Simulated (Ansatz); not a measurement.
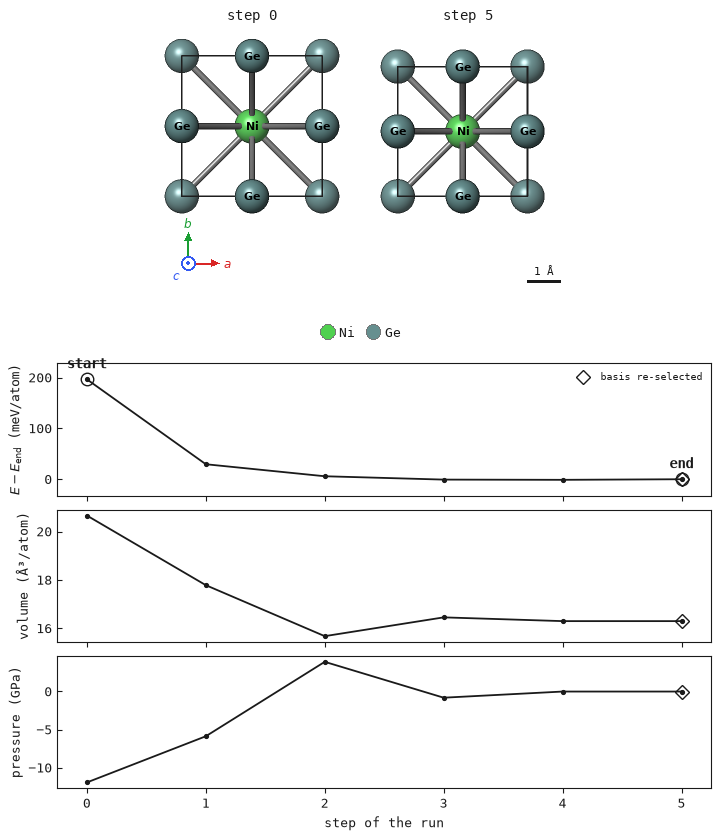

First and last geometry of a relaxation of crystalline NiGe$_{3}$ (a generated structure, set up in Pm-3m) (coarse preliminary run), with the history of the run. A ball-and-stick model of the cell of the calculation, seen along the c axis.

All numbers below come from Ansatz 0.2.0, DFT PBE, scalar-relativistic, plane waves, PAW.

The input:
```yaml
crystal:
  lattice:
    - [4.35577672, 0.0, 0.0]
    - [0.0, 4.35577672, 0.0]
    - [0.0, 0.0, 4.35577672]
  atoms:
    - { symbol: Ni, position: [0.5, 0.5, 0.5], spin: 2.0 }
    - { symbol: Ge, position: [0.5, 0.0, 0.0] }
    - { symbol: Ge, position: [0.0, 0.5, 0.0] }
    - { symbol: Ge, position: [0.0, 0.0, 0.5] }
basis:
  ecutwfc: 420
kpoints:
  mp_grid: { grid: [4, 4, 4] }
hamiltonian:
  xc: pbe
scf:
  occupations: { method: gaussian, width: 0.1 }
  lower_state_search: "off"
output:
  forces: true
  stress: true
  eigenvalues: true
  populations: true
magnetization:
  spin_polarized: true
relax:
  adjacent_minimum: "off"
  f_tol: 0.04
  max_steps: 70
  cell: { stress_tol: 0.4 }
```

Launched with:
```bash
ansatz run input.yaml --threads 1 --pin off --max-ram 2560MiB --backend cpu --events-out ev --progress --plain --runs-dir out
```

Q: Read the history and describe the run.

A: It converged. Over 4 accepted moves (5 points after the start) the energy falls by 197 meV per atom. All forces vanish by symmetry, so only the cell relaxes. The pressure goes from −11.93 to −0.01 GPa. At 1 point the geometry stayed and the basis and grid were re-selected for the new cell (energy shift of 1.2 meV per atom at most each time). No atom moves by more than 0.005 Å relative to the cell. Cell: a = b = c 4.356 → 4.025 Å (−7.6 %). Volume −21.1 %. Some distances before and after: Ni1–Ge2 3.080 → 2.846 Å. The space group stays Pm-3m (No. 221).

```json
{"step": "0", "E − E(0), meV/atom": "0.00", "pressure, GPa": "-11.93", "volume, Å³/atom": "20.660", "note": ""}
{"step": "1", "E − E(0), meV/atom": "-167.06", "pressure, GPa": "-5.87", "volume, Å³/atom": "17.784", "note": ""}
{"step": "2", "E − E(0), meV/atom": "-190.70", "pressure, GPa": "3.89", "volume, Å³/atom": "15.677", "note": ""}
{"step": "3", "E − E(0), meV/atom": "-197.29", "pressure, GPa": "-0.81", "volume, Å³/atom": "16.453", "note": ""}
{"step": "4", "E − E(0), meV/atom": "-197.73", "pressure, GPa": "-0.01", "volume, Å³/atom": "16.298", "note": ""}
{"step": "5", "E − E(0), meV/atom": "-196.57", "pressure, GPa": "-0.01", "volume, Å³/atom": "16.298", "note": "same geometry, new basis"}
```
